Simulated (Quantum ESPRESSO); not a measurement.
System: SiC (space group F-43m).

Method: plane-wave DFT, no spin polarisation; energies at scaled volumes of the given cell, shape and fractions fixed, counted from the fit's minimum, third-order Birch-Murnaghan fit (Quantum ESPRESSO 7.5). All runs: no spin polarisation.

- k mesh: 10×10×10
- occupations: Fermi–Dirac

Settings that differ: PBE + D3(BJ): density cutoff 5990 eV, wave cutoff 748 eV, potentials SSSP-1.3-efficiency-PBE, smearing width 0.025 eV; BEEF-vdW: density cutoff 4460 eV, wave cutoff 1120 eV, potentials PseudoDojo-0.4.1-SR-PBE-standard, smearing width 0.05 eV; PBEsol: density cutoff 4900 eV, wave cutoff 612 eV, potentials GBRV-1.5-PBEsol, smearing width 0.05 eV.

Predict the energy against volume, with one curve for each functional. The cases: PBE + D3(BJ); BEEF-vdW; PBEsol.

The fitted equilibrium volumes, smallest first, are PBE + D3(BJ) 10.319, PBEsol 10.340, BEEF-vdW 10.377 Å³/atom. The fitted bulk moduli, smallest first, are BEEF-vdW 213.9, PBE + D3(BJ) 221.1, PBEsol 221.4 GPa.

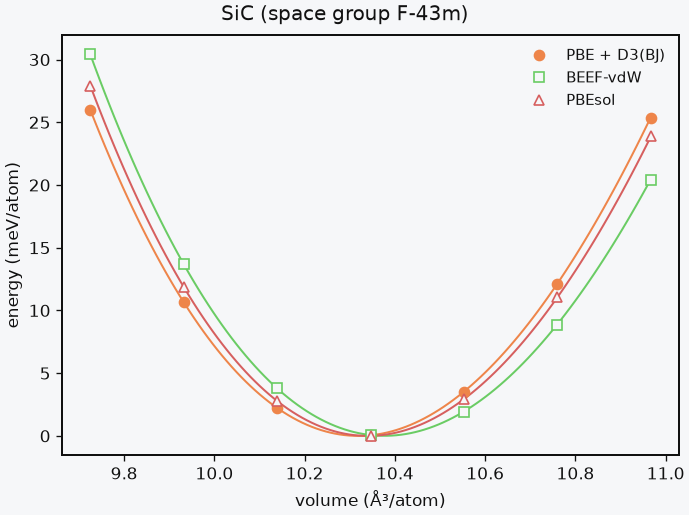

Limits of the calculation: potentials made for another functional (BEEF-vdW).
